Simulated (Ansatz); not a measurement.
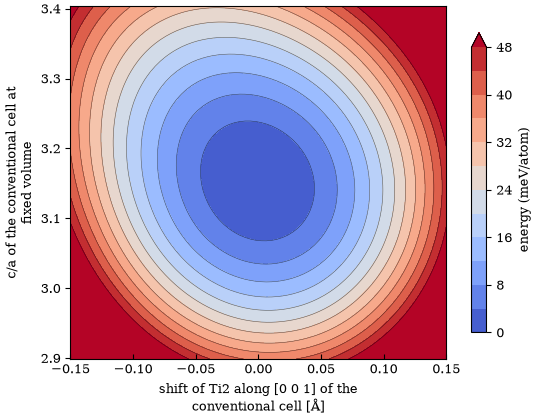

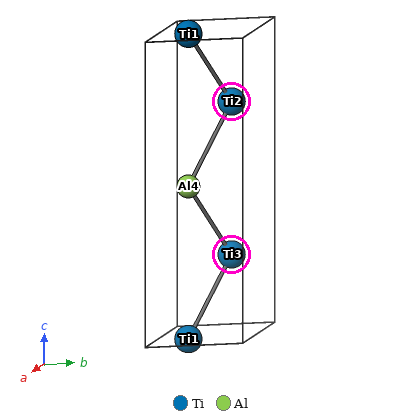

Energy landscape of Ti₃Al (P-6m2, No. 187; 4 atoms in the cell). The energy is mapped over a free internal coordinate and the cell. The first coordinate is: shift of Ti2 along [0 0 1] of the conventional cell, Cartesian (0 0 1), its symmetry partners moved as symmetry demands (measured in the relaxed cell); the second: c/a of the conventional cell at fixed volume. Nothing is relaxed (all other coordinates fixed). The grid has 7 × 7 points. Points are written as (first, second). All energies are given in meV/atom relative to the lowest grid point. All numbers below come from DFT PBE, scalar-relativistic, plane waves, PAW (Ansatz). Settings: cutoff 520 eV, k-mesh 15×15×6 in the order of the run's cell vectors, gaussian smearing 0.15 eV, no spin polarisation.

Drawn: filled contours, one colour for all values above the top of the scale. Between grid points the surface is interpolated. The second picture is the structure at the lowest point

### Where are the wells?

The lowest grid point is at (0.00 Å, 3.151). It is the only kind of minimum in the scanned range. The highest grid point, (−0.15 Å, 2.899), lies 91 meV/atom above the lowest. Round the minimum the two coordinates are weakly coupled (coupling 0.14 in units of the two stiffnesses).

Grid values (meV/atom):

```tsv
second ↓, first →	−0.15	−0.10	−0.05	0.00	0.05	0.10	0.15
3.403	50	36	29	30	39	56	81
3.319	42	24	15	14	22	38	63
3.235	39	19	7	4	10	25	51
3.151	42	19	5	0	5	20	46
3.067	52	26	10	4	8	24	50
2.983	68	41	24	17	21	36	62
2.899	91	64	47	39	43	58	84
```

Time for the 49 points that were run: 16 min on 2 threads of Arm Neoverse N1, with other jobs on the host.

PAW datasets: the set soft_1.
